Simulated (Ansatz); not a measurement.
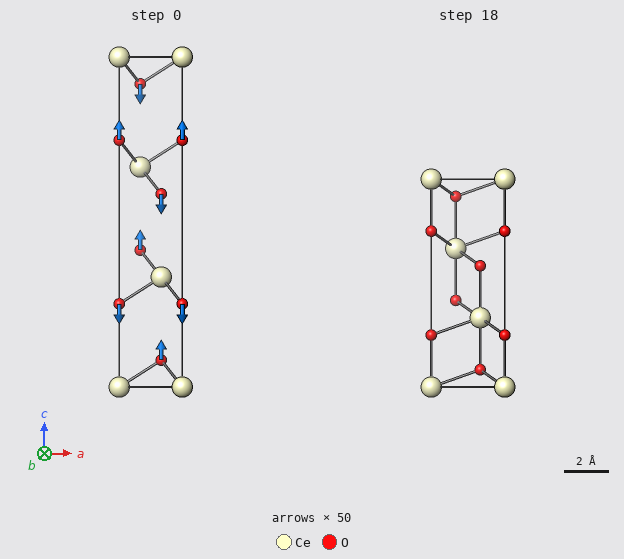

The structure of solid CeO₂ (built on the CdCl2 type) before (left) and after (right) a relaxation, at one scale. The blue arrows give the displacements (the part carried along by the change of the cell is left out), 50 times their true length.

A ball-and-stick model of the conventional cell (3 times the calculation's cell), seen along the b axis. Lengths and directions refer to the drawn axes.

Method: DFT PBE, scalar-relativistic, plane waves, PAW (Ansatz 0.2.0).

The input:
```yaml
crystal:
  lattice:
    - [1.6566517176, 0.9564683151, 5.0086820762]
    - [-1.6566517176, 0.9564683151, 5.0086820762]
    - [0.0, -1.9129366303, 5.0086820762]
  atoms:
    - { symbol: Ce, position: [0.0, 0.0, 0.0] }
    - { symbol: O, position: [0.252, 0.252, 0.252] }
    - { symbol: O, position: [0.748, 0.748, 0.748] }
basis:
  ecutwfc: 420
  ecutrho_ratio: 4
kpoints:
  mp_grid: { grid: [12, 12, 12] }
hamiltonian:
  xc: pbe
scf:
  occupations: { method: gaussian, width: 0.05 }
output:
  forces: true
  stress: true
  eigenvalues: true
relax:
  f_tol: 0.01
  max_steps: 60
  cell: { stress_tol: 0.04 }
```

Launched with:
```bash
ansatz run input.yaml --threads 2 --pin off --max-ram 2662MiB --backend cpu --events-out ev --progress --plain --runs-dir out
```

**What changed between the two?**

The largest moves relative to the cell, 0.019 Å, are those of O2 and O3. O3 goes along +c. Ce stays in place. The volume changes by −14.3 %, with a = b 3.313 → 3.863 Å (+16.6 %), c 15.026 → 9.467 Å (−37.0 %). Some distances before and after: Ce1–O2 3.787 → 2.367 Å, Ce1–Ce1 3.313 → 3.863 Å, Ce1–O2 (another image) 2.270 → 2.366 Å. New bonds form, among them: Ce1–O2 (3.79 → 2.37 Å), Ce1–O3 (3.79 → 2.37 Å). Among the angles between lasting bonds that change: O2–Ce1–O3 86.3° → 70.5°, Ce1–O3–Ce1 93.7° → 109.5°, O2–Ce1–O2 93.7° → 109.5°. The space group (tolerance 0.01 Å) goes from R-3m (No. 166) to Fm-3m (No. 225). After 14 accepted moves (18 points after the start) the energy has fallen by 656 meV per atom. Largest force component: 1.9 eV/Å at the start, 0.00012 eV/Å at the end. Pressure: 11.19 GPa at the start and 0.01 GPa at the end. The line search rejected the trial step at point 9 of the run. The SCF was repeated 3 times at an unchanged geometry on a basis and grid sized afresh for the cell, which shifted the energy by 40.3 meV per atom at most. The run took 100 s on 2 threads of Arm Neoverse V2, on a shared host, peak memory 0.48 GiB.

Limits of the set-up: 4f states are treated without a Hubbard U.
